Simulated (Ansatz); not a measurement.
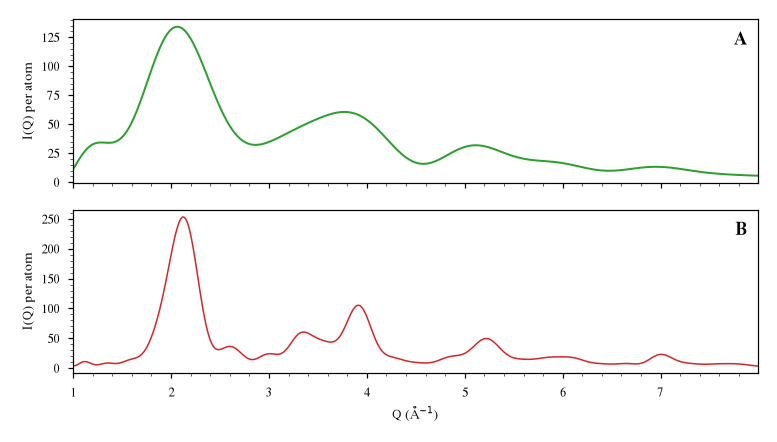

X-ray scattering of spheres cut from the crystal structure of Na (R-3m, a = 3.777 Å, b = 3.777 Å, c = 27.604 Å, α = 90.00°, β = 90.00°, γ = 120.00°), calculated atom by atom with the Debye equation (B = 0.5 Å², no relaxation of the surface). It is based on the end point of a relaxation with Ansatz, DFT r2SCAN, scalar-relativistic, plane waves, PAW; the starting structure was generated, so it need not be a known form of this composition.

Q: The spheres are 10 and 28 Å across. Which curve is which?

A: curve A: 10 Å (13 atoms); curve B: 28 Å (303 atoms). Peak widths go roughly as 2π/D, so the largest sphere has the sharpest peaks.

Q: Index the main peaks of the largest sphere.

A: Q ≈ 2.12 Å⁻¹: 009 + 104 + 015; Q ≈ 3.35 Å⁻¹: 110; Q ≈ 3.91 Å⁻¹: 119 + 024 + 205; Q ≈ 5.22 Å⁻¹: 214 + 125 + 1 1 18.
